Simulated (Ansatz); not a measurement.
The structure in question:

```cif
data_structure
_symmetry_space_group_name_H-M 'C 2/m'
_symmetry_Int_Tables_number 12
_cell_length_a 2.7820
_cell_length_b 4.8735
_cell_length_c 2.6456
_cell_angle_alpha 90.000
_cell_angle_beta 90.467
_cell_angle_gamma 90.000
_cell_volume 35.87
loop_
_atom_site_label
_atom_site_type_symbol
_atom_site_symmetry_multiplicity
_atom_site_Wyckoff_symbol
_atom_site_fract_x
_atom_site_fract_y
_atom_site_fract_z
_atom_site_occupancy
Mo1 Mo 2 c 0.00000 0.00000 0.50000 1
```

What would you see if this were drawn?

Answer. The element is molybdenum. Strictly the space group is C2/m (No. 12, within 0.01 Å). It is a distorted form of a primitive hexagonal structure, space group P6/mmm (No. 191) within 0.25 Å: simple hexagonal. The cell holds one atom. Around each Mo lie eight Mo at 2.65 to 2.81 Å. The bonds build a three-dimensional framework.

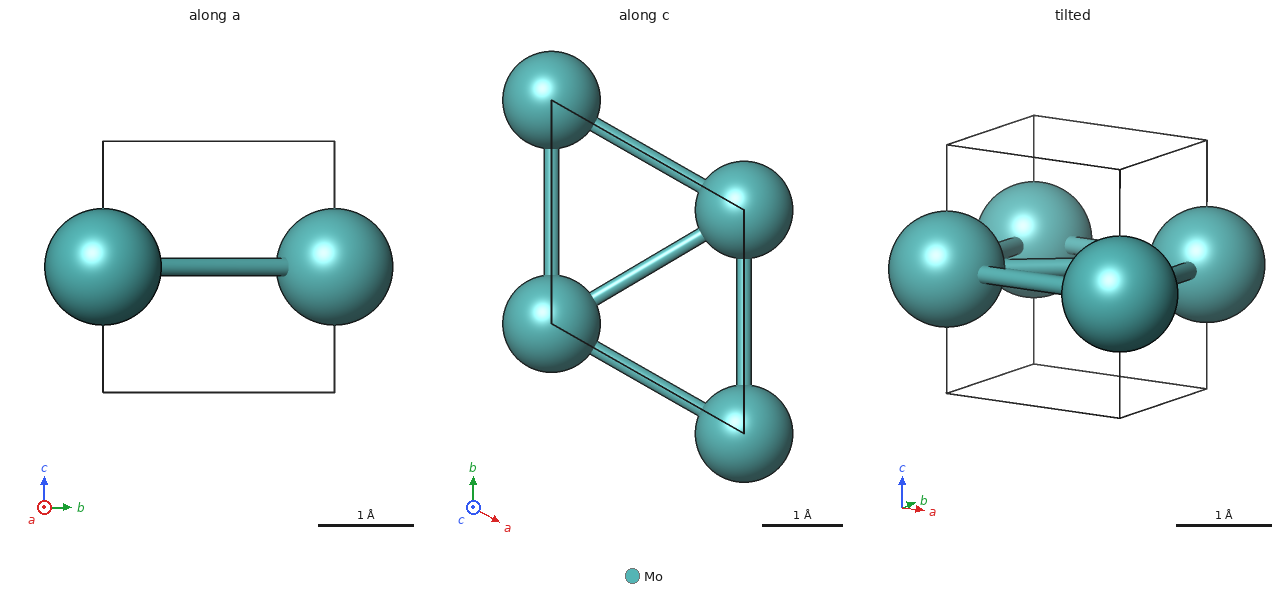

A ball-and-stick picture of a crystal structure, seen along the a axis, along the c axis and slightly off an axis. The parallelepiped is the unit cell.

Source of the structure: a structure listed in the Materials Project. The cell was then strained or its atoms displaced on purpose. It was run through Ansatz as a DFT input.

At this level of theory the cell isn't at rest (stretched, at -12 GPa), so its distances can differ from those at equilibrium, the more so the softer the solid.
